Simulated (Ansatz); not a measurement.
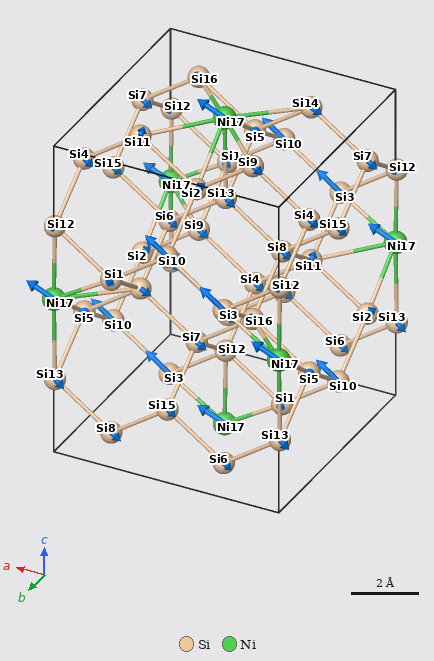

A relaxation of a defect cell of composition Si16Ni. The starting structure is drawn; blue arrows show the displacements, magnified 3 times.

Style: ball-and-stick. Shown: the conventional cell (2 times the calculation's cell) (origin shifted), from a free direction. Lengths and directions refer to the drawn axes.

Case: Ni interstitial, charge +0, atoms relaxed.

Computed with Ansatz 0.2.0, DFT LDA, scalar-relativistic, plane waves, PAW.

The input:
```yaml
crystal:
  lattice:
    - [0.0, 5.401942273, -5.401942273]
    - [5.401942273, 5.401942273, 0.0]
    - [5.401942273, 0.0, -5.401942273]
  atoms:
    - { symbol: Si, position: [0.125, 0.125, 0.125] }
    - { symbol: Si, position: [0.125, 0.625, 0.125] }
    - { symbol: Si, position: [0.625, 0.125, 0.125] }
    - { symbol: Si, position: [0.625, 0.625, 0.125] }
    - { symbol: Si, position: [0.125, 0.125, 0.625] }
    - { symbol: Si, position: [0.125, 0.625, 0.625] }
    - { symbol: Si, position: [0.625, 0.125, 0.625] }
    - { symbol: Si, position: [0.625, 0.625, 0.625] }
    - { symbol: Si, position: [0.25, 0.75, 0.25] }
    - { symbol: Si, position: [0.25, 0.25, 0.25] }
    - { symbol: Si, position: [0.75, 0.75, 0.25] }
    - { symbol: Si, position: [0.75, 0.25, 0.25] }
    - { symbol: Si, position: [0.25, 0.75, 0.75] }
    - { symbol: Si, position: [0.25, 0.25, 0.75] }
    - { symbol: Si, position: [0.75, 0.75, 0.75] }
    - { symbol: Si, position: [0.75, 0.25, 0.75] }
    - { symbol: Ni, position: [-0.0162110821, 0.0093107881, 0.0157250322], spin: 2.0 }
basis:
  ecutwfc: 420
  xc_grid: 2
kpoints:
  mp_grid: { grid: [3, 3, 3], shift: [0.0, 0.0, 0.0] }
hamiltonian:
  xc: lda
scf:
  occupations: { method: gaussian, width: 0.02 }
output:
  forces: true
  stress: false
  eigenvalues: true
  populations: true
  write_density: true
  write_potential: true
  elf: true
  volumetric_format: npy
magnetization:
  spin_polarized: true
relax:
  adjacent_minimum: "off"
  f_tol: 0.02
  max_steps: 60
```

Launched with:
```bash
ansatz run input.yaml --threads 4 --pin off --max-ram 10240MiB --backend cpu --events-out ev --progress --plain --runs-dir out
```

### Describe the change and its energy.

The atom that moves furthest is Ni17 (0.34 Å along [3 0 1]). By element the largest moves are Ni 0.34 Å, Si 0.34 Å. The cell stays as it was. Near-neighbour distances that change, for instance: Si9–Ni17 2.707 → 3.063 Å, Si14–Ni17 2.742 → 3.081 Å, Si16–Ni17 2.702 → 2.409 Å, Si11–Ni17 2.667 → 2.404 Å. Among the angles between lasting bonds that change: Si10–Si5–Ni17 177.6° → 160.1°, Si10–Si2–Ni17 177.0° → 160.2°, Si9–Si2–Ni17 69.7° → 79.9°. The energy falls by 0.174 eV per cell of the calculation in 6 accepted moves (7 points after the start). The largest force component goes from 0.56 to 0.0063 eV/Å. 1 step only repeated the SCF at the same geometry. The program noted that the starting moments weren't kept.

Limits of the set-up: the periodic images lie only 7.6 Å apart, so the values are limited by the cell's size.
